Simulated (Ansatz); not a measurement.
**What a change does: single-point calculation on HgTe**

System: HgTe (F-43m, 2 atoms in the cell).
Method of the first run: Kohn-Sham DFT of a periodic cell, PBE, Ansatz PAW, no spin polarisation (Ansatz 0.2.0).

The structure derives from an entry of the Crystallography Open Database. Text and figures count atoms from 1; the logs count them from 0 in places.

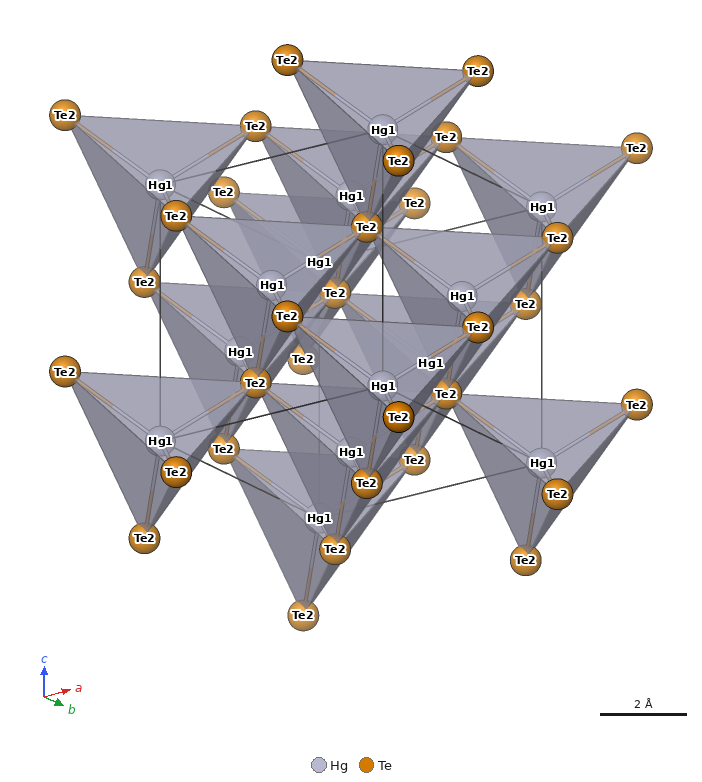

The structure (polyhedral view of the cell 4 times as large as that of the calculation, set on its symmetry axes, seen at an oblique angle; polyhedra are completed across the faces of the cell; atoms are numbered from 1 in the order of the input).

The input, the first run:
```yaml
crystal:
  lattice:
    - [0.0, 3.2145, 3.2145]
    - [3.2145, 0.0, 3.2145]
    - [3.2145, 3.2145, 0.0]
  atoms:
    - { symbol: Hg, position: [0.0, 0.0, 0.0] }
    - { symbol: Te, position: [0.75, 0.75, 0.75] }
hamiltonian:
  xc: pbe
  pseudopotentials: { kind: paw }
kpoints:
  mp_grid: { grid: [7, 7, 7] }
scf:
  occupations: { method: fermi_dirac, width: 0.05 }
output:
  forces: true
  stress: true
  eigenvalues: true
  write_density: true
  write_potential: true
  elf: true
  volumetric_format: npy
```

Command:
```bash
ansatz run input.yaml --threads 2 --pin off --max-ram 5120MiB --backend cpu --events-out ev --progress --plain --runs-dir out
```

Hardware: 2 threads of AMD EPYC (Zen 4), 64 GiB of memory available, shared host.

Output, shortened to warnings, some set-up lines, iterations and results (the first run):
```
Basis set: ecut = 420 eV, 1291 PW (Γ), exchange–correlation on 64×64×64 points (8 copies of the dense FFT grid, shifted against one another)
Symmetry: 24 space group operations
k-points: 20 of 343 (time reversal used)
Initial density: superposition of atomic densities (neutral atoms: chi_scale 0, normalization atom), corrected by the library's trained network
[...]
SCF iter   1: F=—  HF=-20793.653936 eV  |F-HF|=—  |Δ(HF+E_count)|=         —  Δρ=1.12e-3  dr2=1.74e-3  ethr=1.77e-3  ⟨swp⟩=6.0  Hψ=2088  notcnv=0
SCF iter   2: F=—  HF=-20793.653785 eV  |F-HF|=—  |Δ(HF+E_count)|=   1.51e-4  Δρ=5.20e-4  dr2=2.07e-4  ethr=4.83e-6  ⟨swp⟩=2.9  Hψ=994  notcnv=0
SCF iter   3: F=—  HF=-20793.653860 eV  |F-HF|=—  |Δ(HF+E_count)|=   7.55e-5  Δρ=2.28e-4  dr2=3.29e-5  ethr=5.74e-7  ⟨swp⟩=2.2  Hψ=640  notcnv=0
SCF iter   4: F=—  HF=-20793.653910 eV  |F-HF|=—  |Δ(HF+E_count)|=   4.95e-5  Δρ=7.94e-5  dr2=3.89e-6  ethr=9.15e-8  ⟨swp⟩=2.0  Hψ=611  notcnv=0
SCF iter   5: F=—  HF=-20793.653923 eV  |F-HF|=—  |Δ(HF+E_count)|=   1.35e-5  Δρ=1.58e-5  dr2=1.28e-7  ethr=1.08e-8  ⟨swp⟩=2.0  Hψ=621  notcnv=0
SCF iter   6: F=-20793.653924 eV  HF=-20793.653924 eV  |F-HF|=1.05e-8  |Δ(HF+E_count)|=   7.67e-7  Δρ=2.36e-6  dr2=4.17e-9  ethr=2.78e-10  ⟨swp⟩=11.7  Hψ=3268  notcnv=0
SCF 1 converged in 6 iterations: F = -20793.653924 eV  dr2 = 4.17e-9
SCF converged after 6 iterations
Free energy (F): -20793.653924 eV
Harris-Foulkes:  -20793.653924 eV  (|F-HF|=1.05e-8)
Internal energy: -20793.653236 eV  (E = F + TS)
E sigma→0 (E₀):  -20793.653580 eV
Entropy (-TS):   -0.000688 eV (-0.344 meV/atom)
Fermi energy:    9.045835 eV
--- Per-component energies (eV) ---
  E_band       = -764.047254
  E_kinetic    = 785.075831
  E_local      = -4768.481603  (includes V_loc(G=0)·N_el)
  E_nonlocal   = -237.976081
  E_hartree    = 2322.536647
  E_xc         = -345.113499
  E_vxc        = -367.006030  (∫ρ·V_xc dr)
  E_paw        = -14606.637673  (= ΣΔE_a)
  E_vpaw       = -820.736972  (= ΣTr[D̂ρ^β])
  E_aug_tail   = 0.000753  (compensation charges beyond the density's cutoff)
  E_ewald      = -3943.057611
  E_smearing   = -0.000688  (= −TS)
  E_closure    = 0.000000  (closes the sum)
  Σ components = -20793.653924   (vs F -20793.653924, Δ=0.00e0)
--- Forces (eV/Å), atoms counted from 1 ---
  atom   1  Hg    -0.00000000     0.00000000    -0.00000000
  atom   2  Te     0.00000000    -0.00000000     0.00000000
  max |Σ_I F_I| component: 9.25e-17 eV/Å
--- Stress (GPa, compression-positive) ---
        4.559423       0.000000       0.000000
        0.000000       4.559423       0.000000
        0.000000       0.000000       4.559423
  P = ⅓ Tr σ = 4.5594 GPa (45.594 kbar)
```

For the second run the input was changed thus:
```diff
-    - [0.0, 3.2145, 3.2145]
-    - [3.2145, 0.0, 3.2145]
-    - [3.2145, 3.2145, 0.0]
+    - [0.0, 3.2775454177, 3.2775454177]
+    - [3.2775454177, 0.0, 3.2775454177]
+    - [3.2775454177, 3.2775454177, 0.0]
```

Predict how the results change.

With the same functional and potentials, the second run lies 37.9 meV per atom lower. The pressure goes from 4.56 to 1.69 GPa. The volume per atom goes from 33.22 to 35.21 Å³. The cell is scaled evenly with the atoms at fixed fractional positions, so −ΔP/Δ ln V estimates the bulk modulus midway between the two volumes: about 49 GPa. The number of SCF iterations is the same. The plane waves at Γ go from 1291 to 1363.

Output, shortened to warnings, some set-up lines, iterations and results (the second run):
```
Basis set: ecut = 420 eV, 1363 PW (Γ), exchange–correlation on 64×64×64 points (8 copies of the dense FFT grid, shifted against one another)
Symmetry: 24 space group operations
k-points: 20 of 343 (time reversal used)
Initial density: superposition of atomic densities (neutral atoms: chi_scale 0, normalization atom), corrected by the library's trained network
[...]
SCF iter   1: F=—  HF=-20793.729550 eV  |F-HF|=—  |Δ(HF+E_count)|=         —  Δρ=1.15e-3  dr2=2.05e-3  ethr=1.77e-3  ⟨swp⟩=6.0  Hψ=2084  notcnv=0
SCF iter   2: F=—  HF=-20793.729509 eV  |F-HF|=—  |Δ(HF+E_count)|=   4.12e-5  Δρ=5.22e-4  dr2=2.24e-4  ethr=5.69e-6  ⟨swp⟩=2.6  Hψ=916  notcnv=0
SCF iter   3: F=—  HF=-20793.729603 eV  |F-HF|=—  |Δ(HF+E_count)|=   9.45e-5  Δρ=2.11e-4  dr2=2.91e-5  ethr=6.21e-7  ⟨swp⟩=2.0  Hψ=610  notcnv=0
SCF iter   4: F=—  HF=-20793.729673 eV  |F-HF|=—  |Δ(HF+E_count)|=   6.94e-5  Δρ=8.59e-5  dr2=5.95e-6  ethr=8.09e-8  ⟨swp⟩=2.1  Hψ=634  notcnv=0
SCF iter   5: F=—  HF=-20793.729693 eV  |F-HF|=—  |Δ(HF+E_count)|=   2.03e-5  Δρ=1.87e-5  dr2=2.40e-7  ethr=1.65e-8  ⟨swp⟩=2.0  Hψ=621  notcnv=0
SCF iter   6: F=-20793.729695 eV  HF=-20793.729695 eV  |F-HF|=4.39e-8  |Δ(HF+E_count)|=   1.48e-6  Δρ=3.17e-6  dr2=8.11e-9  ethr=2.78e-10  ⟨swp⟩=12.3  Hψ=3349  notcnv=0
SCF 1 converged in 6 iterations: F = -20793.729695 eV  dr2 = 8.11e-9
SCF converged after 6 iterations
Free energy (F): -20793.729695 eV
Harris-Foulkes:  -20793.729695 eV  (|F-HF|=4.39e-8)
Internal energy: -20793.728939 eV  (E = F + TS)
E sigma→0 (E₀):  -20793.729317 eV
Entropy (-TS):   -0.000756 eV (-0.378 meV/atom)
Fermi energy:    8.117863 eV
--- Per-component energies (eV) ---
  E_band       = -789.101073
  E_kinetic    = 783.681263
  E_local      = -4894.554873  (includes V_loc(G=0)·N_el)
  E_nonlocal   = -237.796429
  E_hartree    = 2373.223882
  E_xc         = -344.373008
  E_vxc        = -365.977099  (∫ρ·V_xc dr)
  E_paw        = -14606.699802  (= ΣΔE_a)
  E_vpaw       = -820.905590  (= ΣTr[D̂ρ^β])
  E_aug_tail   = 0.000723  (compensation charges beyond the density's cutoff)
  E_ewald      = -3867.210694
  E_smearing   = -0.000756  (= −TS)
  E_closure    = 0.000000  (closes the sum)
  Σ components = -20793.729695   (vs F -20793.729695, Δ=0.00e0)
--- Forces (eV/Å), atoms counted from 1 ---
  atom   1  Hg    -0.00000000     0.00000000    -0.00000000
  atom   2  Te     0.00000000    -0.00000000    -0.00000000
  max |Σ_I F_I| component: 1.09e-16 eV/Å
--- Stress (GPa, compression-positive) ---
        1.690879       0.000000      -0.000000
        0.000000       1.690879       0.000000
       -0.000000       0.000000       1.690879
  P = ⅓ Tr σ = 1.6909 GPa (16.909 kbar)
```

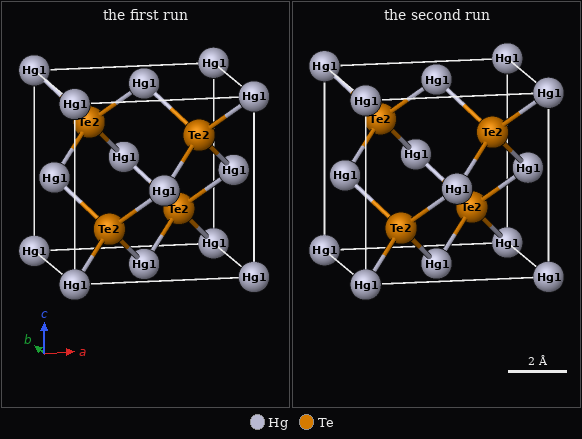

The two input geometries at one scale (ball-and-stick view of the cell 4 times as large as that of the calculation, set on its symmetry axes, seen slightly off an axis). No atom moves by more than 0.005 Å relative to the cell. The volume changes by +6.0 %, with a = b = c 6.429 → 6.555 Å (+2.0 %). Among the contacts that change: Hg1–Te2 2.784 → 2.838 Å.

The two runs side by side:

| quantity | the first run | the second run |
| --- | --- | --- |
| outcome | converged | converged |
| free energy per atom (eV) | −10396.8270 | −10396.8648 |
| gap on the mesh (eV) | 0.00 | 0.00 |
| pressure (GPa) | 4.56 | 1.69 |
| volume per atom (Å³) | 33.22 | 35.21 |
| largest force (eV/Å) | 0.000 | 0.000 |
| SCF iterations | 6 | 6 |
| irreducible k-points | 20 | 20 |
| plane waves at Γ | 1291 | 1363 |
| wall time (shared host) | 1.5 s | 1.5 s |

For both runs: Spin–orbit coupling is left out, which matters for Hg.
